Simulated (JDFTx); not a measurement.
Si: wannier calculation

- system: Si (Fd-3m, 2 atoms in the cell)
- method: Kohn-Sham DFT of a periodic cell, PBE, PseudoDojo-SR-PBE-0.5-standard, no spin polarisation (JDFTx 1.7.0 (patched build))

The structure derives from a Materials Project entry.

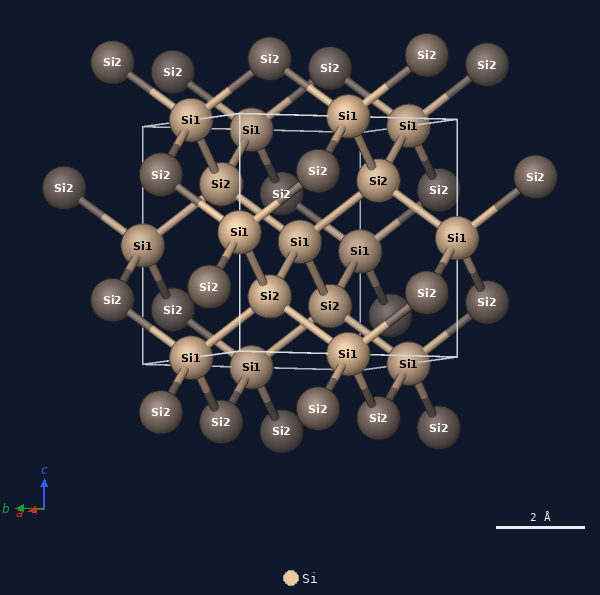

Figure 1. The structure (ball-and-stick view of the cell 4 times as large as that of the calculation, set on its symmetry axes, seen at an oblique angle; neighbours outside the cell are drawn fainter; atoms are numbered from 1 in the order of the input). Near neighbours in the crystal (not all of them lie inside the picture): Si has 4 Si at 2.36 Å.

The input:
```
lattice \
    0.0000000000     2.7218511865     2.7218511865 \
    2.7218511865     0.0000000000     2.7218511865 \
    2.7218511865     2.7218511865     0.0000000000
latt-scale 1.889726124626 1.889726124626 1.889726124626
coords-type Lattice
ion Si     0.5000000000     0.5000000000     0.5000000000 1
ion Si     0.7500000000     0.7500000000     0.7500000000 1

ion-species pseudo/Si.upf
elec-cutoff 18 144
elec-ex-corr gga-PBE
kpoint-folding 5 5 5
elec-smearing Fermi 0.0018374661
elec-n-bands 9
forces-output-coords Cartesian

wannier-initial-state run.$VAR
wannier-dump-name wannier.$VAR
wannier localizationMeasure RealSpace bStart 0 saveWfnsRealSpace no
wannier-minimize nIterations 1000 energyDiffThreshold 1e-6
wannier-center Gaussian 0.5294 0.5877 0.5139 1.2
wannier-center Gaussian 0.7836 0.8125 0.7908 1.2
wannier-center Gaussian 0.3858 0.5596 0.5361 1.2
wannier-center Gaussian 0.6502 0.7811 0.7685 1.2
```

Hardware: 1 thread of Arm Neoverse V1, 24 GiB of memory available, shared host.

Run as:
```bash
wannier -c 1 -i wannier.in -o wannier.out
```

What the program printed:
```
*************** JDFTx 1.7.0 (patched build) ***************

Input parsed successfully to the following command list (including defaults):
[... the input with its defaults ...]

---------- Setting up symmetries ----------

Found 48 point-group symmetries of the bravais lattice
Found 48 space-group symmetries with basis
Applied RMS atom displacement 0 bohrs to make symmetries exact.

---------- Initializing the Grid ----------
R =
[            0      5.14355      5.14355  ]
[      5.14355            0      5.14355  ]
[      5.14355      5.14355            0  ]
unit cell volume = 272.157
G =
[  -0.610783   0.610783   0.610783  ]
[   0.610783  -0.610783   0.610783  ]
[   0.610783   0.610783  -0.610783  ]
Minimum fftbox size, Smin = [  40  40  40  ]
Chosen fftbox size, S = [  40  40  40  ]

---------- Initializing tighter grid for wavefunction operations ----------
R =
[            0      5.14355      5.14355  ]
[      5.14355            0      5.14355  ]
[      5.14355      5.14355            0  ]
unit cell volume = 272.157
G =
[  -0.610783   0.610783   0.610783  ]
[   0.610783  -0.610783   0.610783  ]
[   0.610783   0.610783  -0.610783  ]
Minimum fftbox size, Smin = [  28  28  28  ]
Chosen fftbox size, S = [  28  28  28  ]

---------- Exchange Correlation functional ----------
Initalized PBE GGA exchange.
Initalized PBE GGA correlation.

---------- Setting up pseudopotentials ----------
Width of ionic core gaussian charges (only for fluid interactions / plotting) set to 0

Reading pseudopotential file 'pseudo/Si.upf':
  'Si' pseudopotential, 'PBE' functional
  Generated using ONCVPSP code by D. R. Hamann
  4 valence electrons, 2 orbitals, 6 projectors, 1001 radial grid points, with lMax = 2
    3S    l: 0   occupation:  2.0   eigenvalue: -0.397365
    3P    l: 1   occupation:  2.0   eigenvalue: -0.149981
  Core radius for overlap checks: 1.86 bohrs.

Initialized 1 species with 2 total atoms.

Folded 1 k-points by 5x5x5 to 125 k-points.

---------- Setting up k-points, bands, fillings ----------
Reduced to 10 k-points under symmetry.
Computing the number of bands and number of electrons
Reading initial fillings from 'run.fillings'.
nElectrons:   8.000000   nBands: 9   nStates: 10

----- Setting up reduced wavefunction bases (one per k-point) -----
average nbasis = 995.112 , ideal nbasis = 992.710

---------- Setting up ewald sum ----------
Optimum gaussian width for ewald sums = 2.336113 bohr.
Real space sum over 1331 unit cells with max indices [  5  5  5  ]
Reciprocal space sum over 2197 terms with max indices [  6  6  6  ]

---------- Allocating electronic variables ----------
Reading eigenvalues from 'run.eigenvals'.
Initializing wave functions:  reading from 'run.wfns'

----- Initializing Supercell corresponding to k-point mesh -----
Lattice vector linear combinations in supercell:
[   5   0   0  ]
[   0   5   0  ]
[   0   0   5  ]
Supercell lattice vectors:
[  0  25.7178  25.7178  ]
[  25.7178  0  25.7178  ]
[  25.7178  25.7178  0  ]

---------- Initializing Wannier Function solver ----------

---------- Initializing supercell grid for Wannier functions ----------
R =
[            0      25.7178      25.7178  ]
[      25.7178            0      25.7178  ]
[      25.7178      25.7178            0  ]
unit cell volume = 34019.6
G =
[  -0.122157   0.122157   0.122157  ]
[   0.122157  -0.122157   0.122157  ]
[   0.122157   0.122157  -0.122157  ]
Minimum fftbox size, Smin = [  72  72  72  ]
Chosen fftbox size, S = [  72  72  72  ]
Constructing Wigner-Seitz cell: 12 faces (12 quadrilaterals, 0 hexagons)
nbasis = 1459 for k = [   0.000   0.000   0.000  ]
nbasis = 124389 for k = [   0.000   0.000   0.000  ]

WannierMinimize: Iter:   0  Omega:  1.055691700300499e+02  |grad|_K:  1.030e+01
WannierMinimize: Iter:   1  Omega:  1.029835584819785e+02  |grad|_K:  1.797e+01  alpha:  1.000e+00  linmin:  6.212e-01
WannierMinimize: Iter:   2  Omega:  6.224447469948337e+01  |grad|_K:  4.883e+00  alpha:  1.000e+00  linmin: -1.467e-01
WannierMinimize: Iter:   3  Omega:  5.620174897426621e+01  |grad|_K:  3.611e+00  alpha:  1.000e+00  linmin: -7.335e-01
WannierMinimize: Iter:   4  Omega:  4.770661265602195e+01  |grad|_K:  4.196e+00  alpha:  1.000e+00  linmin: -5.107e-02
WannierMinimize: Iter:   5  Omega:  4.712647450849840e+01  |grad|_K:  8.790e+00  alpha:  1.000e+00  linmin:  2.852e-01
WannierMinimize: Iter:   6  Omega:  4.158776004882577e+01  |grad|_K:  2.782e+00  alpha:  1.000e+00  linmin: -5.399e-01
WannierMinimize: Iter:   7  Omega:  4.010657226035131e+01  |grad|_K:  1.944e+00  alpha:  1.000e+00  linmin: -6.342e-01
WannierMinimize: Iter:   8  Omega:  3.831371705173170e+01  |grad|_K:  2.286e+00  alpha:  1.000e+00  linmin: -2.558e-01
WannierMinimize: Iter:   9  Omega:  3.654166034373761e+01  |grad|_K:  2.500e+00  alpha:  1.000e+00  linmin: -1.168e-01
[... 24 further cycles ...]
WannierMinimize: Iter:  34  Omega:  2.961483020012312e+01  |grad|_K:  7.080e-03  alpha:  1.000e+00  linmin: -4.401e-01
WannierMinimize: Iter:  35  Omega:  2.961482379418691e+01  |grad|_K:  3.690e-03  alpha:  1.000e+00  linmin: -5.519e-01
WannierMinimize: Iter:  36  Omega:  2.961481988687242e+01  |grad|_K:  3.042e-03  alpha:  1.000e+00  linmin: -3.560e-01
WannierMinimize: Iter:  37  Omega:  2.961481645833503e+01  |grad|_K:  3.139e-03  alpha:  1.000e+00  linmin: -2.172e-01
WannierMinimize: Iter:  38  Omega:  2.961481507210513e+01  |grad|_K:  4.154e-03  alpha:  1.000e+00  linmin:  2.049e-01
WannierMinimize: Iter:  39  Omega:  2.961481336411914e+01  |grad|_K:  1.789e-03  alpha:  1.000e+00  linmin: -5.525e-01
WannierMinimize: Iter:  40  Omega:  2.961481246760946e+01  |grad|_K:  1.551e-03  alpha:  1.000e+00  linmin: -4.433e-01
WannierMinimize: Iter:  41  Omega:  2.961481135822777e+01  |grad|_K:  1.630e-03  alpha:  1.000e+00  linmin: -1.969e-01
WannierMinimize: Iter:  42  Omega:  2.961481100722219e+01  |grad|_K:  1.692e-03  alpha:  3.790e-01  linmin: -2.809e-07
WannierMinimize: Iter:  43  Omega:  2.961481063970085e+01  |grad|_K:  6.865e-04  alpha:  1.000e+00  linmin: -2.087e-01
WannierMinimize: Converged (|Delta Omega|<1.000000e-06 for 2 iters).

Optimum spread:
	Omega:  2.961481063970085e+01
	OmegaI: 2.804964258059150e+01

Centers in lattice coords:
	[ 0.624754 0.624804 0.125833 ] spread: 7.40515 bohr^2
	[ 0.625251 1.12433 0.625259 ] spread: 7.40302 bohr^2
	[ 0.125632 0.624811 0.624778 ] spread: 7.40246 bohr^2
	[ 0.625189 0.625279 0.625227 ] spread: 7.40418 bohr^2
Dumping 'wannier.mlwfH' ... done. Relative discarded imaginary part: 6.161973e-08
Done!
```

Summary:

```tsv
quantity	value
outcome	converged
space group (tolerance 0.01 Å)	Fd-3m (227)
wall time	8 s
peak memory	0.09 GiB
```

Remarks:

Points of doubt noted for this run: coarse mesh; may be a local minimum.
